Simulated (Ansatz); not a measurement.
System: Re, space group Fm-3m (No. 225).

Structure:
```yaml
crystal:
  lattice:
    - [0.00000, 1.97500, 1.97500]
    - [1.97500, 0.00000, 1.97500]
    - [1.97500, 1.97500, 0.00000]
  atoms:
    - { symbol: Re, position: [0.00000, 0.00000, 0.00000] }
```

Computed with Ansatz 0.2.0: deformation of a crystal at fixed volume, lengths along the axis scaled against those across it, fractional coordinates fixed, by plane-wave density functional theory with PAW datasets, free energies less that of the undisturbed cell, pressure positive in compression; scalar-relativistic. Level: PBE, no spin polarisation.

wave cutoff 420 eV; k mesh 22×22×22; occupations Gaussian; smearing width 0.15 eV; k shift (0, 0, 0) (mesh steps); start as given; path trigonal; axis direction (0.5774, 0.5774, 0.5774) (Cartesian unit vector).

Predict the energy change and pressure against relative axial ratio. The relative axial ratio takes the values 0.50, 0.60, 0.71, 0.85, 1.00, 1.20, 1.41, 2.00.

The energy change is 1484 meV/atom at relative axial ratio 0.50 and 5818 meV/atom at 2.00; the lowest computed point is at relative axial ratio 1.00 (0 meV/atom), in a single well. The pressure goes from 35 GPa at relative axial ratio 0.50 to 188 GPa at 2.00, not monotonically, with a low of −9 GPa at 1.00, and changes sign near 0.84 and 1.14.

```tsv
axial ratio relative to the start	energy change (meV/atom)	pressure (GPa)
0.50	1484	35
0.60	1324	31
0.71	817	17
0.85	282	-1
1.00	0	-9
1.20	419	4
1.41	1413	40
2.00	5818	188
```

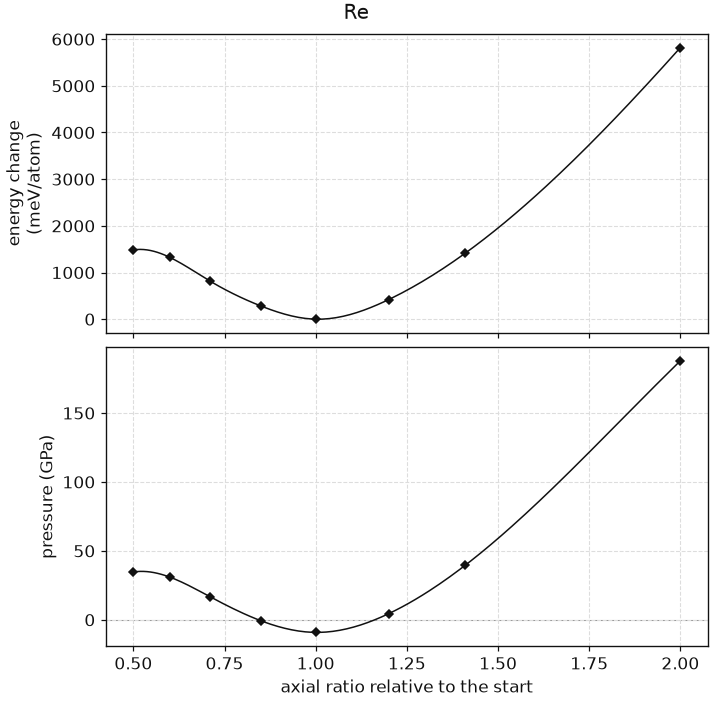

Limits of the calculation: reference crystal is not relaxed.
